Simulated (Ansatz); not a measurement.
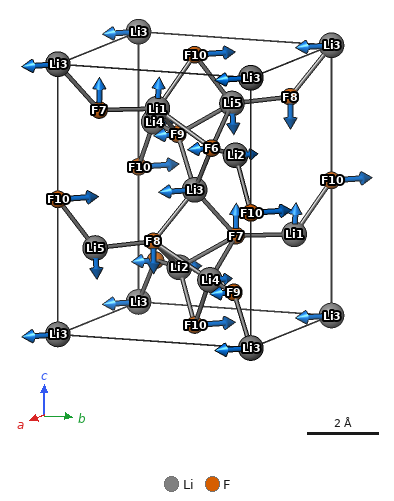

The lowest optical mode of solid LiF (a generated structure), space group I-42m (No. 121), at the zone centre. The blue arrows are the displacements of the atoms (eigenvector over the root of the mass), of arbitrary overall length and sign. The picture is a ball-and-stick view of the conventional cell (2 times the calculation's cell), seen slightly off an axis. Lengths and directions refer to the drawn axes.

These are results of DFT PBE, scalar-relativistic, plane waves, PAW in Ansatz, not measurements. Set-up: plane-wave cutoff 420 eV; k-point mesh 6 × 6 × 6; occupations fixed; no spin polarisation.

Frequencies are those without the non-analytic (LO–TO) term.

**Is this crystal at a minimum with respect to the drawn distortion?**

Yes: this softest mode has a real frequency, and so have all others here. That speaks for this wave vector alone: the rest of the zone wasn't checked in this run. This is the E mode (doubly degenerate; one member of the set is drawn) at 10.7 meV, the lowest optical level, infrared- and Raman-active by symmetry. It mainly bends the F–Li bonds; the kinetic energy is shared as F 81 %, Li 19 %.
